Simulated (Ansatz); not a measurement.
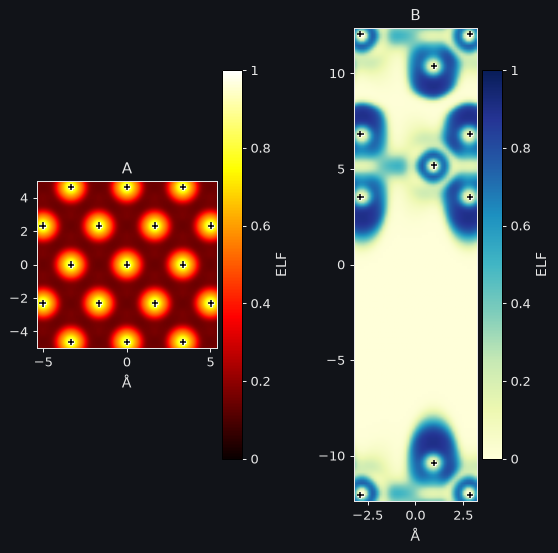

The ELF of 2 systems, each on a plane through atoms (crosses mark nuclei in the plane).

These are results of Ansatz, DFT r2SCAN, scalar-relativistic, plane waves, PAW, not measurements.

System 1: WSe2, the (010) plane of the conventional cell. Space group C2/m; a structure from a database of computed crystals, not necessarily the ambient phase; changed on purpose from its base cell (strain +0.0150 x Voigt [1, 0, 0, 0, 0, 0], atoms carried along).

```
W Se
1.0
     0.00000    5.74126    0.00000
    -3.36444    0.00000    0.00000
     0.00000    0.00000   24.08179
W Se
4 8
Direct
  0.16667 0.50000 0.14239
  0.66667 0.00000 0.14239
  0.33333 0.00000 0.85761
  0.83333 0.50000 0.85761
  0.33333 0.00000 0.21135
  0.83333 0.50000 0.21135
  0.16667 0.50000 0.92662
  0.66667 0.00000 0.92662
  0.33333 0.00000 0.07338
  0.83333 0.50000 0.07338
  0.16667 0.50000 0.78865
  0.66667 0.00000 0.78865
```

System 2: Ag, the (101̄) plane of the conventional cell. Space group I4/mmm; a structure from a database of computed crystals, not necessarily the ambient phase; computed pressure about −4 GPa in this cell; computed without spin polarisation.

```xyz
2
Lattice="3.3567 0.0000 0.0000 0.0000 3.3567 0.0000 0.0000 0.0000 3.2224" Properties=species:S:1:pos:R:3 pbc="T T T"
Ag    0.0000    0.0000    0.0000
Ag    1.6783    1.6783    1.6112
```

Which map belongs to which system?

Answer. Panel A is system 2, Ag: the plane holds Ag. Ag–Ag (2.87 Å): the ELF is about 0.15 at the midpoint: no shared electron pair shows on this line. Panel B is system 1, WSe2: the plane holds W and Se. W–Se (2.53 Å): the ELF is about 0.55 at the midpoint.
